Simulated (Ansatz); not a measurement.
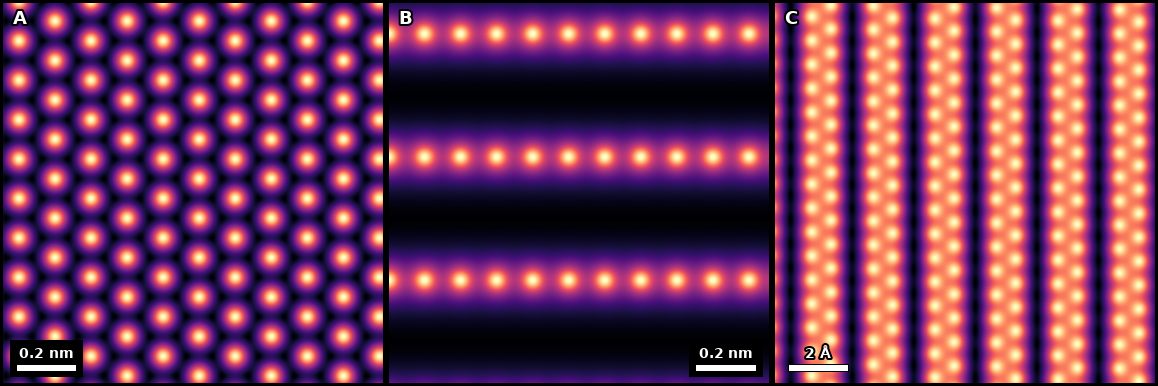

Three views of C (R-3m, No. 166) along different zone axes. Computed as the sum of neutral-atom potentials (tabulated electron scattering factors, B = 0.5 Å²) projected along the beam and smoothed by 0.25 Å; brighter is more positive. The display is stretched by a gamma of 0.6; percentages refer to the linear signal. Model: the end point of a relaxation with DFT PBE, scalar-relativistic, plane waves, PAW (Ansatz); the starting structure was generated, so it need not be a known form of this composition.

Space group R-3m:H (No. 166). a = 2.467 Å, b = 2.467 Å, c = 12.643 Å, α = 90.00°, β = 90.00°, γ = 120.00°
```
atom  site  symmetry       x       y       z
   C    6c        3m  0.0000  0.0000  0.1667
```

Match the panels to the zone axes [101], [121] and [210].

A is [121]: projected cell 1.35 × 1.41 Å, 119°. B is [210]: projected cell 1.23 × 4.21 Å, 90°, plane group p2mm. C is [101]: projected cell 0.82 × 2.14 Å, 100°.
